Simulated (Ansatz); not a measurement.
# What a change does: single-point calculation on InSe

System: InSe (P6₃/mmc, 8 atoms in the cell).
Method of the first run: DFT, PBE, plane waves, PAW, no spin polarisation (Ansatz 0.2.0).

The structure was made by a generator, so it may or may not be a known phase. Text and figures count atoms from 1; the logs count them from 0 in places.

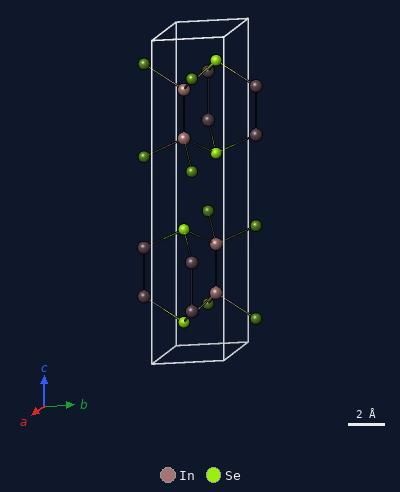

Figure 1. The input geometry (ball-and-stick view of the cell of the calculation, seen slightly off an axis; neighbours outside the cell are drawn fainter). An atom can appear more than once, as a periodic image.

**Input file, the first run**
```yaml
crystal:
  lattice:
    - [4.086276634, 0.0, 0.0]
    - [-2.043138317, 3.538819372, 0.0]
    - [0.0, 0.0, 18.7098134137]
  atoms:
    - { symbol: In, position: [0.3333333333, 0.6666666667, 0.174545433] }
    - { symbol: In, position: [0.6666666667, 0.3333333333, 0.674545433] }
    - { symbol: In, position: [0.3333333333, 0.6666666667, 0.325454567] }
    - { symbol: In, position: [0.6666666667, 0.3333333333, 0.825454567] }
    - { symbol: Se, position: [0.3333333333, 0.6666666667, 0.6065304898] }
    - { symbol: Se, position: [0.6666666667, 0.3333333333, 0.1065304898] }
    - { symbol: Se, position: [0.3333333333, 0.6666666667, 0.8934695102] }
    - { symbol: Se, position: [0.6666666667, 0.3333333333, 0.3934695102] }
basis:
  ecutwfc: 420
kpoints:
  mp_grid: { grid: [12, 12, 2] }
hamiltonian:
  xc: pbe
scf:
  occupations: { method: gaussian, width: 0.02 }
  initial_density: { chi_scale: 0.3 }
output:
  forces: true
  eigenvalues: true
  stress: true
```

Launched with:
```bash
ansatz run input.yaml --threads 1 --pin off --max-ram 2560MiB --backend cpu --events-out ev --progress --plain --runs-dir out
```

Hardware: 1 thread of Intel Xeon @ 2.90GHz (Ice Lake), 16 GiB of memory available, shared host.

**Output, shortened to warnings, some set-up lines, iterations and results (the first run)**
```
Basis set: ecut = 420 eV, 5223 PW (Γ), exchange–correlation on 60×60×256 points (8 copies of the dense FFT grid, shifted against one another)
Symmetry: 24 space group operations
k-points: 38 of 288
Initial density: superposition of atomic densities (chi_scale 0.3, normalization cell, long waves kept whole (reshape's long-wave potential 2.56 eV rms))
[...]
SCF iter   1: F=—  HF=-44343.808875 eV  |F-HF|=—  |Δ(HF+E_count)|=         —  Δρ=1.57e-1  dr2=4.28e2  ethr=3.10e-3  ⟨swp⟩=8.4  Hψ=12626  notcnv=0  defer=9
SCF iter   2: F=—  HF=-44539.371141 eV  |F-HF|=—  |Δ(HF+E_count)|=    1.96e2  Δρ=4.01e-1  dr2=2.12e3  ethr=3.10e-3  ⟨swp⟩=15.2  Hψ=27397  notcnv=0  defer=244  recentre
SCF iter   3: F=—  HF=-44276.028185 eV  |F-HF|=—  |Δ(HF+E_count)|=    2.63e2  Δρ=6.15e-2  dr2=9.83e0  ethr=3.10e-3  ⟨swp⟩=12.1  Hψ=17108  notcnv=0  defer=191
SCF iter   4: F=—  HF=-44273.105300 eV  |F-HF|=—  |Δ(HF+E_count)|=    2.92e0  Δρ=3.28e-2  dr2=3.30e0  ethr=3.10e-3  ⟨swp⟩=4.4  Hψ=5315  notcnv=0  defer=190
SCF iter   5: F=—  HF=-44272.190606 eV  |F-HF|=—  |Δ(HF+E_count)|=   9.15e-1  Δρ=1.70e-2  dr2=9.67e-1  ethr=2.85e-3  ⟨swp⟩=2.9  Hψ=4221  notcnv=0  defer=189
SCF iter   6: F=—  HF=-44271.918230 eV  |F-HF|=—  |Δ(HF+E_count)|=   2.72e-1  Δρ=4.03e-3  dr2=7.93e-2  ethr=8.34e-4  ⟨swp⟩=3.8  Hψ=4855  notcnv=0  defer=151
SCF iter   7: F=—  HF=-44271.905248 eV  |F-HF|=—  |Δ(HF+E_count)|=   1.30e-2  Δρ=2.15e-3  dr2=1.95e-2  ethr=6.84e-5  ⟨swp⟩=4.1  Hψ=4691  notcnv=0  defer=150
SCF iter   8: F=—  HF=-44271.903326 eV  |F-HF|=—  |Δ(HF+E_count)|=   1.92e-3  Δρ=6.48e-4  dr2=1.70e-3  ethr=1.69e-5  ⟨swp⟩=3.2  Hψ=4041  notcnv=0  defer=148
SCF iter   9: F=—  HF=-44271.902987 eV  |F-HF|=—  |Δ(HF+E_count)|=   3.40e-4  Δρ=2.16e-4  dr2=1.82e-4  ethr=1.47e-6  ⟨swp⟩=2.1  Hψ=3870  notcnv=0  defer=146
SCF iter  10: F=—  HF=-44271.902951 eV  |F-HF|=—  |Δ(HF+E_count)|=   3.54e-5  Δρ=1.47e-5  dr2=4.83e-7  ethr=1.57e-7  ⟨swp⟩=2.1  Hψ=3856  notcnv=0  defer=146
SCF iter  11: F=—  HF=-44271.903080 eV  |F-HF|=—  |Δ(HF+E_count)|=   1.29e-4  Δρ=4.69e-6  dr2=2.05e-7  ethr=8.62e-11  ⟨swp⟩=15.9  Hψ=15284  notcnv=0
SCF iter  12: F=-44271.903080 eV  HF=-44271.903080 eV  |F-HF|=1.43e-8  |Δ(HF+E_count)|=   4.78e-8  Δρ=1.42e-6  dr2=2.44e-8  ethr=8.62e-11  ⟨swp⟩=4.1  Hψ=7766  notcnv=0
SCF 1 converged in 12 iterations: F = -44271.903080 eV  dr2 = 2.44e-8
SCF converged after 12 iterations
Free energy (F): -44271.903080 eV
Harris-Foulkes:  -44271.903080 eV  (|F-HF|=1.43e-8)
Internal energy: -44271.903080 eV  (E = F + TS)
E sigma→0 (E₀):  -44271.903080 eV
Fermi energy:    5.605696 eV
--- Per-component energies (eV) ---
  E_band       = -2013.179986
  E_kinetic    = 1441.191085
  E_local      = -17612.402317  (includes V_loc(G=0)·N_el)
  E_nonlocal   = -914.020103
  E_hartree    = 8098.519937
  E_xc         = -1275.342423
  E_vxc        = -786.069140  (∫ρ·V_xc dr)
  E_paw        = -24265.641896  (= ΣΔE_a)
  E_vpaw       = -338.914854  (= ΣTr[D̂ρ^β])
  E_aug_tail   = -0.002320  (compensation charges beyond the density's cutoff)
  E_ewald      = -9744.205043
  E_smearing   = -0.000000  (= −TS)
  E_closure    = -0.000000  (closes the sum)
  Σ components = -44271.903080   (vs F -44271.903080, Δ=0.00e0)
--- Forces (eV/Å), atoms counted from 1 ---
  atom   1  In    -0.00000000     0.00000000    -0.00438857
  atom   2  In    -0.00000000    -0.00000000    -0.00438857
  atom   3  In    -0.00000000     0.00000000     0.00438857
  atom   4  In     0.00000000     0.00000000     0.00438857
  atom   5  Se    -0.00000000     0.00000000    -0.00728552
  atom   6  Se    -0.00000000    -0.00000000    -0.00728552
  atom   7  Se    -0.00000000     0.00000000     0.00728552
  atom   8  Se    -0.00000000    -0.00000000     0.00728552
  max |Σ_I F_I| component: 3.93e-17 eV/Å
--- Stress (GPa, compression-positive) ---
        0.026375      -0.000000      -0.000000
        0.000000       0.026375       0.000000
       -0.000000       0.000000       0.046754
  P = ⅓ Tr σ = 0.0332 GPa (0.332 kbar)
```

For the second run the input was changed thus:
```diff
-    - [4.086276634, 0.0, 0.0]
-    - [-2.043138317, 3.538819372, 0.0]
-    - [0.0, 0.0, 18.7098134137]
+    - [4.0894933839, 0.0, 0.0]
+    - [-2.044746692, 3.5416051591, 0.0]
+    - [0.0, 0.0, 19.8012145963]
-    - { symbol: In, position: [0.3333333333, 0.6666666667, 0.174545433] }
-    - { symbol: In, position: [0.6666666667, 0.3333333333, 0.674545433] }
-    - { symbol: In, position: [0.3333333333, 0.6666666667, 0.325454567] }
-    - { symbol: In, position: [0.6666666667, 0.3333333333, 0.825454567] }
-    - { symbol: Se, position: [0.3333333333, 0.6666666667, 0.6065304898] }
-    - { symbol: Se, position: [0.6666666667, 0.3333333333, 0.1065304898] }
-    - { symbol: Se, position: [0.3333333333, 0.6666666667, 0.8934695102] }
-    - { symbol: Se, position: [0.6666666667, 0.3333333333, 0.3934695102] }
+    - { symbol: In, position: [0.3333333333, 0.6666666667, 0.1786127577] }
+    - { symbol: In, position: [0.6666666667, 0.3333333333, 0.6786127577] }
+    - { symbol: In, position: [0.3333333333, 0.6666666667, 0.3213872423] }
+    - { symbol: In, position: [0.6666666667, 0.3333333333, 0.8213872423] }
+    - { symbol: Se, position: [0.3333333333, 0.6666666667, 0.6143424129] }
+    - { symbol: Se, position: [0.6666666667, 0.3333333333, 0.1143424129] }
+    - { symbol: Se, position: [0.3333333333, 0.6666666667, 0.8856575871] }
+    - { symbol: Se, position: [0.6666666667, 0.3333333333, 0.3856575871] }
+  dispersion: d4
-  initial_density: { chi_scale: 0.3 }
```

How does the second run compare with the first run?

The total energies belong to different models, so their difference says nothing on which is more stable or more accurate. The gap on the mesh goes from 0.80 to 1.02 eV. The pressure goes from 0.03 to −1.31 GPa. The largest force goes from 0.007 to 0.053 eV/Å. The volume per atom goes from 33.82 to 35.85 Å³. The SCF takes 7 iterations against 12. The plane waves at Γ go from 5223 to 5563. On the same kind of shared host the second run took about 0.47 times as long. The two runs start from different initial densities, which also moves the count.

**Output, shortened to warnings, some set-up lines, iterations and results (the second run)**
```
Basis set: ecut = 420 eV, 5563 PW (Γ), exchange–correlation on 60×60×270 points (8 copies of the dense FFT grid, shifted against one another)
Symmetry: 24 space group operations
k-points: 38 of 288
Initial density: superposition of atomic densities (neutral atoms: chi_scale 0, normalization atom), corrected by the library's trained network
[...]
SCF iter   1: F=—  HF=-44274.017676 eV  |F-HF|=—  |Δ(HF+E_count)|=         —  Δρ=1.95e-3  dr2=1.95e-2  ethr=1.77e-3  ⟨swp⟩=6.1  Hψ=10264  notcnv=0  defer=1
SCF iter   2: F=—  HF=-44274.012927 eV  |F-HF|=—  |Δ(HF+E_count)|=   4.75e-3  Δρ=8.17e-4  dr2=2.62e-3  ethr=1.68e-5  ⟨swp⟩=2.0  Hψ=4682  notcnv=0  defer=290
SCF iter   3: F=—  HF=-44274.013072 eV  |F-HF|=—  |Δ(HF+E_count)|=   1.44e-4  Δρ=4.10e-4  dr2=6.39e-4  ethr=2.25e-6  ⟨swp⟩=2.7  Hψ=3687  notcnv=0  defer=176
SCF iter   4: F=—  HF=-44274.013353 eV  |F-HF|=—  |Δ(HF+E_count)|=   2.81e-4  Δρ=7.94e-5  dr2=2.32e-5  ethr=5.51e-7  ⟨swp⟩=2.0  Hψ=3074  notcnv=0  defer=176
SCF iter   5: F=—  HF=-44274.013448 eV  |F-HF|=—  |Δ(HF+E_count)|=   9.50e-5  Δρ=2.21e-5  dr2=2.15e-6  ethr=2.00e-8  ⟨swp⟩=2.0  Hψ=3814  notcnv=0  defer=176
SCF iter   6: F=—  HF=-44274.013450 eV  |F-HF|=—  |Δ(HF+E_count)|=   1.98e-6  Δρ=7.91e-6  dr2=1.75e-7  ethr=1.86e-9  ⟨swp⟩=2.0  Hψ=3814  notcnv=0  defer=176
SCF iter   7: F=-44274.013450 eV  HF=-44274.013450 eV  |F-HF|=2.37e-8  |Δ(HF+E_count)|=   2.47e-7  Δρ=1.78e-6  dr2=8.50e-9  ethr=8.62e-11  ⟨swp⟩=8.6  Hψ=10129  notcnv=0
SCF 1 converged in 7 iterations: F = -44274.013450 eV  dr2 = 8.50e-9
SCF converged after 7 iterations
Free energy (F): -44274.013450 eV
Harris-Foulkes:  -44274.013450 eV  (|F-HF|=2.37e-8)
Internal energy: -44274.013450 eV  (E = F + TS)
E sigma→0 (E₀):  -44274.013450 eV
Fermi energy:    4.965539 eV
--- Per-component energies (eV) ---
  E_band       = -2083.667619
  E_kinetic    = 1440.919067
  E_local      = -18952.028401  (includes V_loc(G=0)·N_el)
  E_nonlocal   = -914.013737
  E_hartree    = 8733.124722
  E_xc         = -1275.173929
  E_vxc        = -785.834403  (∫ρ·V_xc dr)
  E_paw        = -24265.665773  (= ΣΔE_a)
  E_vpaw       = -338.958445  (= ΣTr[D̂ρ^β])
  E_aug_tail   = -0.002319  (compensation charges beyond the density's cutoff)
  E_ewald      = -9039.057365
  E_disp       = -2.115716  (pairwise vdW)
  E_smearing   = -0.000000  (= −TS)
  E_closure    = -0.000000  (closes the sum)
  Σ components = -44274.013450   (vs F -44274.013450, Δ=0.00e0)
--- Forces (eV/Å), atoms counted from 1 ---
  atom   1  In     0.00000000    -0.00000000     0.05261797
  atom   2  In     0.00000000     0.00000000     0.05261797
  atom   3  In     0.00000000    -0.00000000    -0.05261797
  atom   4  In    -0.00000000     0.00000000    -0.05261797
  atom   5  Se     0.00000000    -0.00000000     0.02891593
  atom   6  Se    -0.00000000     0.00000000     0.02891593
  atom   7  Se     0.00000000    -0.00000000    -0.02891593
  atom   8  Se    -0.00000000     0.00000000    -0.02891593
  max |Σ_I F_I| component: 1.73e-17 eV/Å
--- Stress (GPa, compression-positive) ---
       -1.341571       0.000000       0.000000
        0.000000      -1.341571       0.000000
        0.000000       0.000000      -1.244565
  P = ⅓ Tr σ = -1.3092 GPa (-13.092 kbar)
```

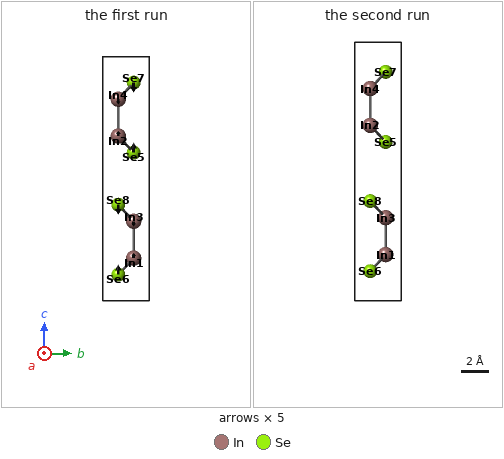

Figure 2. The two input geometries at one scale (ball-and-stick view of the cell of the calculation, along the a axis). The black arrows on the first give the shifts of the atoms relative to the cell, with their mean removed, magnified 5 times. The largest moves relative to the cell, 0.15 Å, are those of Se5, Se6, Se7 and Se8. By element the largest moves are Se 0.15 Å, In 0.08 Å. (The mean shift of all atoms is removed.) The volume changes by +6.0 %, with a = b 4.086 → 4.089 Å (+0.1 %), c 18.710 → 19.801 Å (+5.8 %).

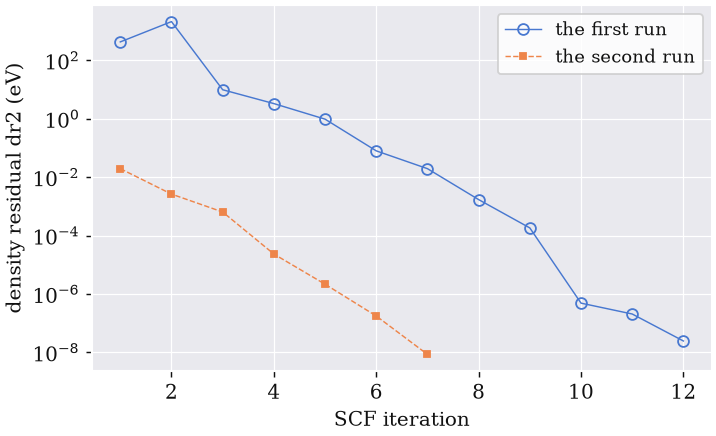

Figure 3. Convergence of the two runs: density residual dr2 against the SCF iteration. The first run takes 12 iterations in all, and the second run takes 7.

**The two runs side by side**

```tsv
quantity	the first run	the second run
outcome	converged	converged
free energy per atom (eV)	−5533.9879	−5534.2517
gap on the mesh (eV)	0.80	1.02
pressure (GPa)	0.03	−1.31
volume per atom (Å³)	33.82	35.85
largest force (eV/Å)	0.007	0.053
SCF iterations	12	7
irreducible k-points	38	38
plane waves at Γ	5223	5563
wall time (shared host)	71 s	34 s
```
